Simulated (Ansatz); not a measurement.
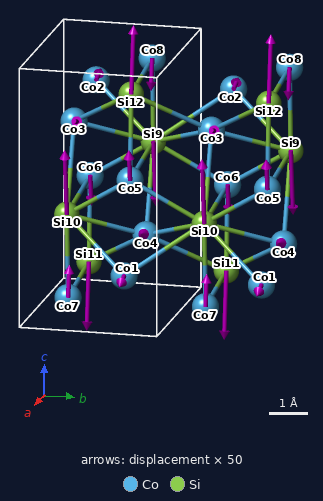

This is a relaxation of a crystal of Co2Si (set up in Pnma) (coarse preliminary run). The starting structure is drawn; purple arrows show the displacements (the part carried along by the change of the cell is left out), 50 times their true length.

A ball-and-stick model of the cell of the calculation, repeated 1 × 2 × 1 with one cell outlined, seen slightly off an axis.

Level of theory: Ansatz, DFT PBE, scalar-relativistic, plane waves, PAW.

Input file:
```yaml
crystal:
  lattice:
    - [4.91800022, 0.0, 0.0]
    - [0.0, 3.73799992, 0.0]
    - [0.0, 0.0, 7.10900021]
  atoms:
    - { symbol: Co, position: [0.962, 0.75, 0.21799999], spin: 3.0 }
    - { symbol: Co, position: [0.038, 0.25, 0.78200001], spin: 3.0 }
    - { symbol: Co, position: [0.538, 0.25, 0.71799999], spin: 3.0 }
    - { symbol: Co, position: [0.462, 0.75, 0.28200001], spin: 3.0 }
    - { symbol: Co, position: [0.82599997, 0.75, 0.56199998], spin: 3.0 }
    - { symbol: Co, position: [0.17400003, 0.25, 0.43800002], spin: 3.0 }
    - { symbol: Co, position: [0.67400003, 0.25, 0.06199998], spin: 3.0 }
    - { symbol: Co, position: [0.32599997, 0.75, 0.93800002], spin: 3.0 }
    - { symbol: Si, position: [0.298, 0.75, 0.611] }
    - { symbol: Si, position: [0.702, 0.25, 0.389] }
    - { symbol: Si, position: [0.202, 0.25, 0.111] }
    - { symbol: Si, position: [0.798, 0.75, 0.889] }
basis:
  ecutwfc: 420
kpoints:
  mp_grid: { grid: [4, 6, 4] }
hamiltonian:
  xc: pbe
scf:
  occupations: { method: gaussian, width: 0.1 }
  lower_state_search: "off"
output:
  forces: true
  stress: true
  eigenvalues: true
  populations: true
magnetization:
  spin_polarized: true
relax:
  adjacent_minimum: "off"
  f_tol: 0.04
  max_steps: 70
  cell: { stress_tol: 0.4 }
```

Command:
```bash
ansatz run input.yaml --threads 4 --pin off --max-ram 8192MiB --backend cpu --events-out ev --progress --plain --runs-dir out
```

Question: What did the optimiser do to the structure, and how much energy did it gain?

Answer: After 3 accepted moves (4 points after the start) the energy has fallen by 66.1 meV per cell of the calculation. Largest force component: 0.23 eV/Å at the start, 0.0068 eV/Å at the end. Pressure: −4.96 GPa at the start and −0.03 GPa at the end. At 1 point the geometry stayed and the basis and grid were re-selected for the new cell (energy shift of 1.9 meV per cell of the calculation at most each time). The largest moves relative to the cell, 0.037 Å, are those of Si9, Si10, Si11 and Si12. Si11 goes along [1 0 −3]. By element the largest moves are Si 0.037 Å, Co 0.018 Å. Cell: a 4.918 → 4.887 Å (−0.6 %), b 3.738 → 3.713 Å (−0.7 %), c 7.109 → 7.038 Å (−1.0 %). Volume −2.3 %. Among the contacts that change: Co1–Si12 2.474 → 2.417 Å, Co5–Si9 2.347 → 2.317 Å, Co5–Si10 2.319 → 2.291 Å, Co5–Si9 (another image) 2.620 → 2.605 Å. Bond angles that change, for instance: Si12–Co8–Si12 163.8° → 166.4°. The space group stays Pnma (No. 62). Cost: 3.3 min on 4 threads of Intel(R) Xeon(R) Processor @ 2.50GHz (Skylake/Cascade Lake), on a shared host, peak memory 1.1 GiB.
